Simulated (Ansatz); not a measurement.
AlBH6

Input file:

```
crystal:
  lattice:
    - [4.0032750215, 0.051444887, -0.0398450539]
    - [1.9575395082, 3.4928739951, 0.0733098834]
    - [0.0068867248, 2.2167410878, 3.6333540029]
  atoms:
    - { symbol: Al, position: [0.0, 0.0, 0.0] }
    - { symbol: B, position: [0.5, 0.0, 0.5] }
    - { symbol: H, position: [0.7140133668, 0.8591259191, 0.2771420886] }
    - { symbol: H, position: [0.2859866332, 0.1408740809, 0.7228579114] }
    - { symbol: H, position: [0.5731016343, 0.5632266973, 0.722737279] }
    - { symbol: H, position: [0.4268983657, 0.4367733027, 0.277262721] }
    - { symbol: H, position: [0.1362538071, 0.1496567073, 0.2772996569] }
    - { symbol: H, position: [0.8637461929, 0.8503432927, 0.7227003431] }
kpoints:
  mp_grid: { grid: [8, 8, 6] }
hamiltonian:
  xc: r2scan
  dispersion: rvv10
scf:
  occupations: { method: fermi_dirac, width: 0.03 }
relax:
  f_tol: 0.01
  cell: {}
  max_steps: 120
output:
  write_density: true
  write_potential: true
  elf: true
  volumetric_format: npy
```

Launched as:

```sh
ansatz run input.yaml --threads 4 --pin off --max-ram 4608MiB --backend cpu --events-out ev --progress --plain --runs-dir out
```

Below, planes, directions and counts refer to the conventional cell (a = 4.05 Å, b = 4.05 Å, c = 10.71 Å, α = 89.99°, β = 89.99°, γ = 120.01°).

The fields are those of the run's last geometry, not of the input's.

Space group R-3; a structure from a database of computed crystals, not necessarily the ambient phase; started from the CuSnF6-2 prototype, which need not be the ambient phase.

All numbers below come from DFT, r2SCAN+rVV10, plane waves, PAW in Ansatz 0.2.0.

In a PAW calculation such maps are meaningful between the atoms, not at the nuclei.

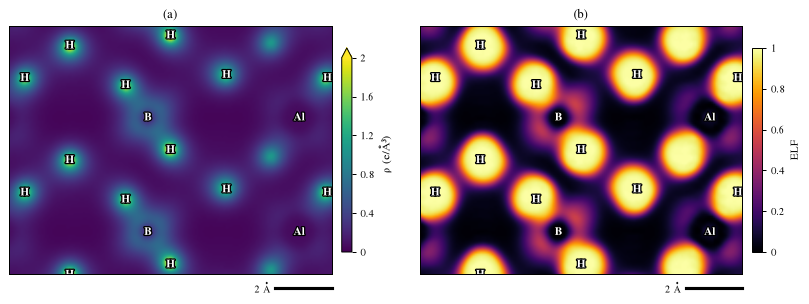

Figure 1. (a) valence charge density (pseudo); (b) electron localisation function on the (11̄0) plane of the conventional cell.

What does the map show?

- The section cuts through Al, B and H sites.
- Atoms just off the plane (H, 0.3 Å away) can leave unmarked features too.
- B–H (1.40 Å): the density is about 0.72 e/Å³ at the midpoint; the ELF climbs to about 1 towards the hydrogen, as it does in any bond to H.
- Al–H (1.72 Å): ρ at the midpoint is about 0.32 e/Å³; the ELF climbs to about 1 towards the hydrogen.
- Between the atoms the lowest density in this plane is 0.03 e/Å³.

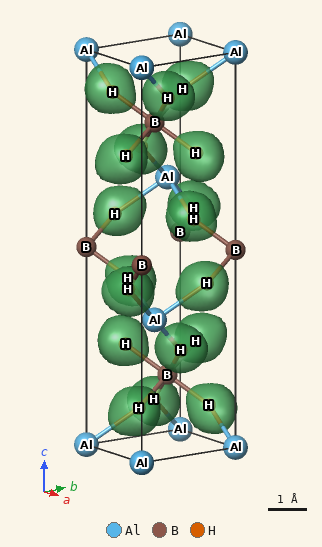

Figure 2. Isosurface of the electron localisation function at 0.85 (green), seen slightly off an axis. Core shells and regions of very low density are left out. Sticks mark near contacts.

Describe the localisation domains.

The surface consists of 18 regions around hydrogen nuclei, counted in one cell of 24 atoms. Regions shared between cells count once.

Does the calculation give a band gap?

It is gapped, with a Kohn–Sham gap of 0.32 eV on the k-point mesh (the band edges may lie off the mesh, which would make the gap smaller).
